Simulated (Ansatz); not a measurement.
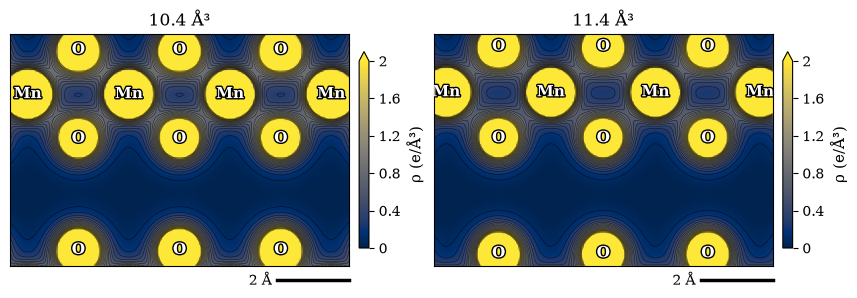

MnO2. The valence charge density (pseudo) of cells scaled evenly to different volumes (given per atom above each panel), on the (011) plane of each (indices in the axes of the cell below), at one length scale and on one colour scale.

A structure from a database of computed crystals, not necessarily the ambient phase; spin-polarised.

Level of theory: Ansatz 0.2.0, Kohn-Sham DFT of a periodic cell, LDA, Ansatz PAW.

In a PAW calculation such maps are meaningful between the atoms, not at the nuclei.

The largest cell:

```cif
data_structure
_symmetry_space_group_name_H-M 'P 1'
_symmetry_Int_Tables_number 1
_cell_length_a 2.9129
_cell_length_b 4.9672
_cell_length_c 2.9129
_cell_angle_alpha 107.050
_cell_angle_beta 60.000
_cell_angle_gamma 107.050
_cell_volume 34.34
loop_
_atom_site_label
_atom_site_type_symbol
_atom_site_fract_x
_atom_site_fract_y
_atom_site_fract_z
_atom_site_occupancy
Mn1 Mn 0.00000 0.00000 0.00000 1
O1 O 0.73564 0.20691 0.73564 1
O2 O 0.26436 0.79309 0.26436 1
```

| volume (Å³/atom) | Mn–O contact in the plane (Å) | ρ at its midpoint (e/Å³) | pressure (GPa) | gap on the mesh (eV) | largest moment (μB) | 
| --- | --- | --- | --- | --- | --- |
| 10.37 | 1.877 | 0.857 | −0.4 | 0.33 | 2.42 | 
| 10.80 | 1.903 | ? | ? | ? | ? | 
| 11.45 | 1.940 | 0.739 | −18.1 | 0.68 | 2.54 | 

### What values belong in the row with question marks?

Over the known rows ln ρ falls by 2.35 per Å of Mn–O distance (the line through the two), which gives 0.806 e/Å³ at 1.903 Å; the calculation gives 0.806 e/Å³. For the pressure, a straight line in volume between the neighbouring rows gives −7.4 GPa; the calculation gives −8.7, lower because pressure rises ever faster on compression. For the gap on the mesh, a straight line in volume between the neighbouring rows gives 0.47 eV; the calculation gives 0.48. For the largest moment, a straight line in volume between the neighbouring rows gives 2.47 μB; the calculation gives 2.47.
